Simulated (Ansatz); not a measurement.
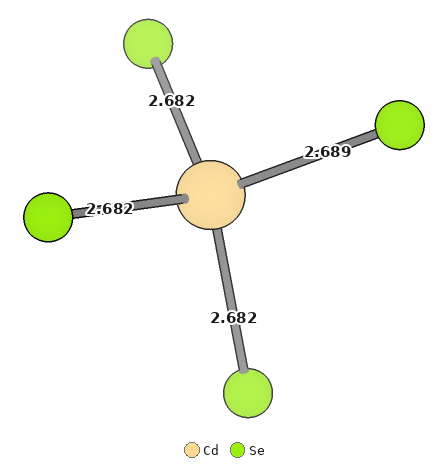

The surroundings of site Cd1 (at 0.333, 0.667, 0.005) in CdSe (P6_3mc), with bond lengths in Å.

The cell is taken from the geometry relaxed with Ansatz, DFT PBE, scalar-relativistic, plane waves, PAW.

```
Cd Se
1.0
     4.38338    0.00000    0.00000
    -2.19169    3.79612    0.00000
     0.00000    0.00000    7.15355
Cd Se
2 2
Direct
  0.33333 0.66667 0.00458
  0.66667 0.33333 0.50458
  0.33333 0.66667 0.38042
  0.66667 0.33333 0.88042
```

Bond valence s = exp((R0 − d)/b), R0 fitted to published crystal structures with b = 0.37 Å; R0 in Å: Cd2+–Se 2.372.

Calculate the bond-valence sum of Cd1 from the bonds drawn.

Answer. 3 × 0.433 + 1 × 0.425 = 1.72 v.u., against a formal valence of 2: underbonded (bonds long for this ion) by 0.28.

And over the whole structure?

Answer.
```
site              x, y, z  formal valence  bond-valence sum  difference
 Cd1  0.333, 0.667, 0.005              +2              1.73       -0.27
 Se1  0.333, 0.667, 0.380              −2              1.73       -0.27
```

These sums include all anions within 5 Å. The global instability index (root mean square of the differences over all atoms) is 0.27 v.u.: above 0.2, which by the usual rule of thumb marks a strained structure. Cells relaxed with PBE tend to have slightly long bonds, which lowers the sums.
